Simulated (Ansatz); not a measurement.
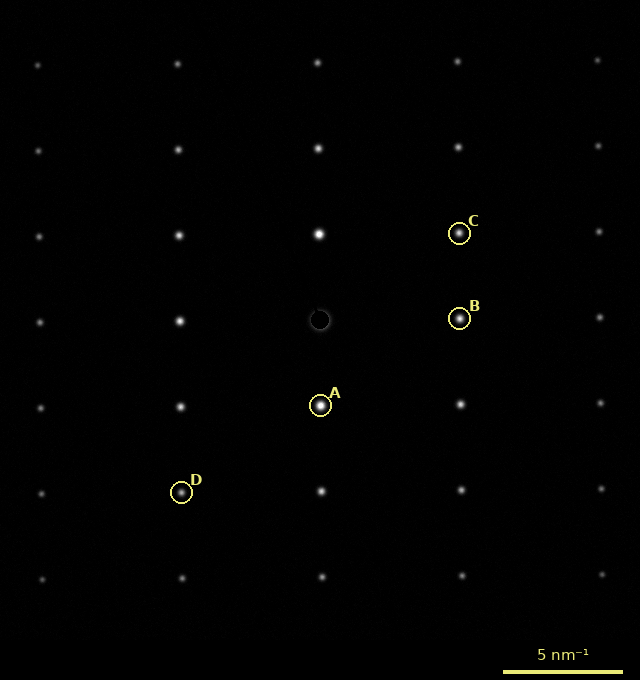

Simulated selected-area electron diffraction pattern (80 kV, kinematic approximation, thin crystal, B = 0.5 Å² for all atoms). The zone axis points towards the electron source and the pattern is seen from the source side.

Crystal: In, space group Fm-3m (No. 225), a = 4.790 Å. Structure: coordinates from a relaxation with Ansatz, DFT PBE, scalar-relativistic, plane waves, PAW.

```cif
data_structure
_symmetry_space_group_name_H-M 'Fm-3m'
_symmetry_Int_Tables_number 225
_cell_length_a 4.7897
_cell_length_b 4.7897
_cell_length_c 4.7897
_cell_angle_alpha 90.000
_cell_angle_beta 90.000
_cell_angle_gamma 90.000
_cell_volume 109.88
loop_
_atom_site_label
_atom_site_type_symbol
_atom_site_symmetry_multiplicity
_atom_site_Wyckoff_symbol
_atom_site_fract_x
_atom_site_fract_y
_atom_site_fract_z
_atom_site_occupancy
In1 In 4 a 0.00000 0.00000 0.00000 1
```

Spot A is indexed -1 1 1 and spot B 0 -2 2.

**Give hkl for C, D.**

C = −A + B = 1 -3 1 (d = 1.444 Å). D = 2A − B = -2 4 0 (d = 1.071 Å).

**Give [uvw].**

The cross product of A and B is parallel to [211]; every spot obeys hu + kv + lw = 0.

**What are the spacings of A and B and the angle between them?**

d(A) = 2.765 Å, d(B) = 1.693 Å, and the angle is 90.0°.
